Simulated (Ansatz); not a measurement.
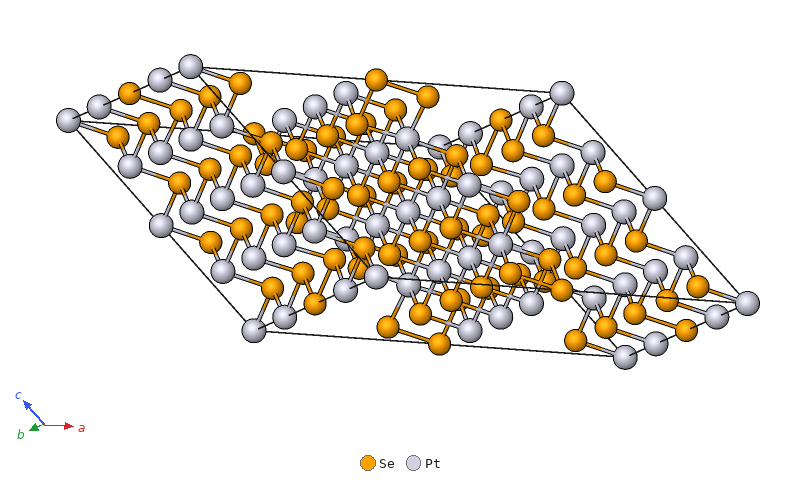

Crystal structure, ball-and-stick style, seen from a general direction. The lines enclose the conventional unit cell; boundary atoms appear with their images.

Characterise what is shown.

The solid is Pt$_{5}$Se$_{11}$. It is base-centred monoclinic, space group C2/m (No. 12). With Z = 6, the cell contains 30 Pt, 66 Se. Pt bonds to six Se in a distorted octahedral arrangement. Coordination numbers (contacts within bonding distance): Se 3 to 6 (mean 3.1). The bonds build Pt5Se11 layers parallel to (100).

The model was built from a structure listed in the Materials Project, repeated into a supercell with a point defect put in. The atoms were relaxed in a fixed cell with DFT PBE, scalar-relativistic, plane waves, PAW (Ansatz).
